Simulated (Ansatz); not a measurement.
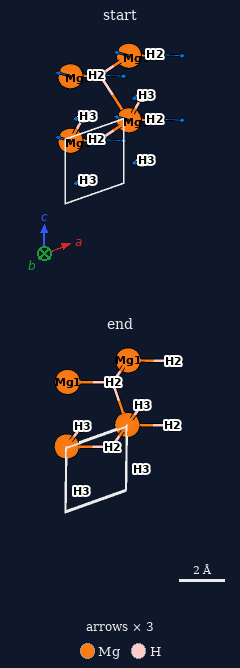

The structure of crystalline MgH₂ (set up in P1) before (top) and after (bottom) a relaxation, at one scale. The blue arrows give the displacements (the part carried along by the change of the cell is left out), 3 times their true length.

Style: ball-and-stick. Shown: the cell of the calculation, reduced to other axes, repeated 2 × 1 × 2 with one cell outlined, along the b axis. Lengths and directions refer to the drawn axes.

Case: all atoms moved at random, sigma 0.25 Å for each component, cell strained at random, sigma 0.03; relaxed back.

Theory: DFT PBE+D3(BJ), scalar-relativistic, plane waves, PAW in Ansatz 0.2.0.

Input
```yaml
crystal:
  lattice:
    - [0.0542643289, 2.3035007885, 2.3325825436]
    - [2.4004099373, -0.0152096466, 2.4020565191]
    - [2.3031836371, 2.2757484638, 0.0820166536]
  atoms:
    - { symbol: Mg, position: [0.0905887666, -0.0525470167, 0.0108763141] }
    - { symbol: H, position: [0.5944168409, 0.8062127791, 0.733367703] }
    - { symbol: H, position: [0.3149943925, 0.2463342375, 0.2557559829] }
basis:
  ecutwfc: 420
kpoints:
  mp_grid: { grid: [12, 12, 12] }
hamiltonian:
  xc: pbe
  dispersion: d3bj
scf:
  occupations: { method: gaussian, width: 0.15 }
output:
  forces: true
  stress: true
  eigenvalues: true
relax:
  adjacent_minimum: "off"
  f_tol: 0.01
  max_steps: 80
  cell: { stress_tol: 0.1 }
```

Command:
```bash
ansatz run input.yaml --threads 1 --pin off --max-ram 2560MiB --backend cpu --events-out ev --progress --plain --runs-dir out
```

Describe what moved and what it gained.

Answer. Over 7 accepted moves (9 points after the start) the energy falls by 587 meV per atom. The largest force component goes from 4.7 to 0.00013 eV/Å. The pressure goes from 19.90 to 0.00 GPa. At 2 points the geometry stayed and the basis and grid were re-selected for the new cell (energy shift of 0.3 meV per atom at most each time). The largest move relative to the cell is that of H2, 0.47 Å along [3 −2 −1]. Largest moves by element: H 0.47 Å, Mg 0.27 Å. The volume changes by +3.4 %, with a 3.182 → 3.309 Å (+4.0 %), b 3.239 → 3.310 Å (+2.2 %), c 3.262 → 3.311 Å (+1.5 %), α 63.0° → 60.0°, β 61.6° → 60.0°, γ 61.4° → 60.0°. Among the contacts that change: Mg1–H2 1.359 → 2.027 Å, Mg1–H2 (another image) 2.542 → 2.028 Å, Mg1–H2 (another image) 2.433 → 2.028 Å, Mg1–H3 1.924 → 2.028 Å. New bonds form: Mg1–H2 (2.54 → 2.03 Å). Bond angles that change, for instance: H2–Mg1–H2 141.7° → 109.4°, Mg1–H2–Mg1 141.7° → 109.4°, H2–Mg1–H3 156.7° → 180.0°. The space group (tolerance 0.01 Å) goes from P1 (No. 1) to Fm-3m (No. 225).
